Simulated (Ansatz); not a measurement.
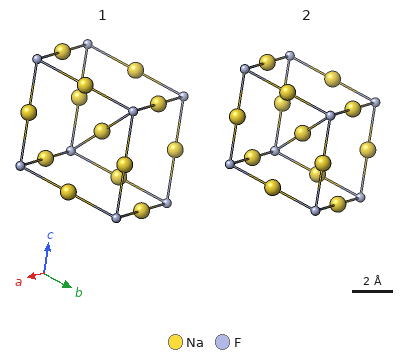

Two geometries of crystalline Na4F (a generated structure, set up in Im-3m) (coarse preliminary run), drawn at one scale. One is the start of a relaxation, the other its converged end. Style: ball-and-stick. Shown: the cell of the calculation, slightly off an axis.

All numbers below come from DFT PBE, scalar-relativistic, plane waves, PAW (Ansatz 0.2.0). Set-up: plane-wave cutoff 420 eV; k-point mesh 4 × 4 × 4; occupations gaussian; smearing width 0.1 eV; no spin polarisation; cell and atoms relaxed; force threshold 0.04 eV/Å; at most 70 steps.

Which of the two is the end point?

Structure 1 is the relaxed one. After 4 accepted moves (6 points after the start) the energy has fallen by 140 meV per atom. All forces vanish by symmetry, so only the cell relaxes. Pressure: 8.11 GPa at the start and −0.10 GPa at the end. The SCF was repeated twice at an unchanged geometry on a basis and grid sized afresh for the cell, which shifted the energy by 17.6 meV per atom at most. No atom moves by more than 0.005 Å relative to the cell. The volume changes by +41.2 %, with a = b = c 4.916 → 5.515 Å (+12.2 %). Some distances before and after: Na–Na 2.839 → 3.184 Å, F–Na 2.458 → 2.758 Å. The space group stays Im-3m (No. 229). Cost: 12 s on 1 thread of Arm Neoverse V1, on a shared host, peak memory 0.33 GiB.
